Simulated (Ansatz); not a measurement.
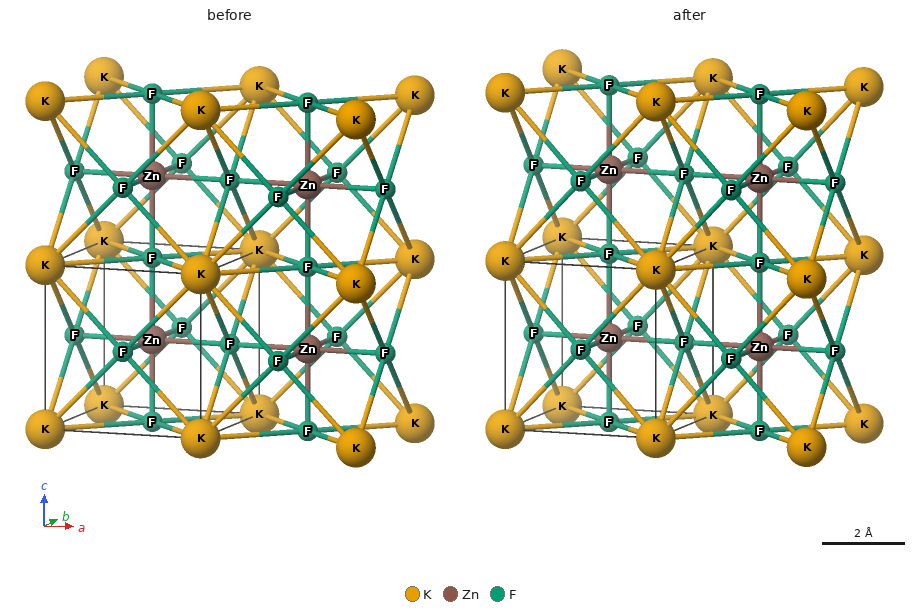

Left: a crystal of KZnF3 (set up in Pm-3m). Right: the same structure after one change, at the same scale. The picture is a ball-and-stick view of the cell of the calculation, repeated 2 × 1 × 2 with one cell outlined, seen slightly off an axis.

All numbers below come from DFT PBEsol, scalar-relativistic, plane waves, PAW in Ansatz 0.2.0. Set-up: plane-wave cutoff 420 eV; k-point mesh 6 × 6 × 6; occupations gaussian; smearing width 0.02 eV; no spin polarisation.

### Which change leads from the left to the right?

Biaxial strain in the a–b plane, −3.0 %, is applied. The c axis and the atoms are relaxed.

### How do the computed properties respond?

The energy rises by 12.4 meV per atom. Pressure: 0.0 GPa before, 3.5 GPa after. The principal stresses (compression positive) are 0.0 GPa along c and 5.3 GPa across it. The gap on the k-mesh: 3.71 eV before, 3.63 eV after. The volume changes by −3.5 %, with a = b 4.052 → 3.930 Å (−3.0 %), c 4.052 → 4.156 Å (+2.6 %). The atoms keep their places relative to the cell (all moves are under 0.005 Å). Some distances before and after: F–K 2.865 → 2.779 to 2.860 Å, F–Zn 2.026 → 1.965 to 2.078 Å. The space group (tolerance 0.01 Å) goes from Pm-3m (No. 221) to P4/mmm (No. 123).
